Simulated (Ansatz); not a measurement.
System: Ge (distorted or defective cell).

```cif
data_structure
_symmetry_space_group_name_H-M 'P 1'
_symmetry_Int_Tables_number 1
_cell_length_a 5.7611
_cell_length_b 5.7611
_cell_length_c 5.7611
_cell_angle_alpha 90.000
_cell_angle_beta 90.000
_cell_angle_gamma 90.000
_cell_volume 191.21
loop_
_atom_site_label
_atom_site_type_symbol
_atom_site_fract_x
_atom_site_fract_y
_atom_site_fract_z
_atom_site_occupancy
Ge1 Ge 0.50000 0.00000 0.50000 1
Ge2 Ge 0.00000 0.00000 0.00000 1
Ge3 Ge 0.50000 0.50000 0.00000 1
Ge4 Ge 0.24365 0.74365 0.25635 1
Ge5 Ge 0.75635 0.25635 0.25635 1
Ge6 Ge 0.24365 0.25635 0.74365 1
Ge7 Ge 0.75635 0.74365 0.74365 1
```

Method: Ansatz, DFT PBE, scalar-relativistic, plane waves, PAW.

Q: What will maps of the electron localisation function show?

A: Ge–Ge (2.52 Å): the ELF peaks at about 0.75 between the atoms.

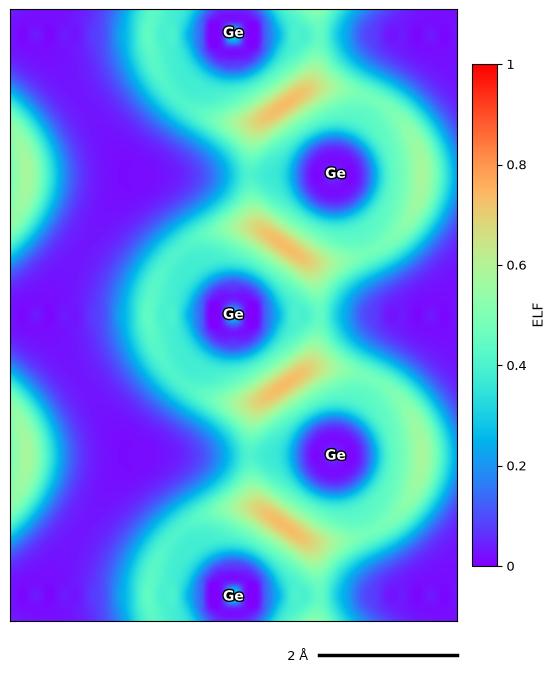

Computed electron localisation function on the (101) plane of the calculation cell. 

Core electrons are frozen (PAW), and the valence fields are smoothed inside the atomic spheres.
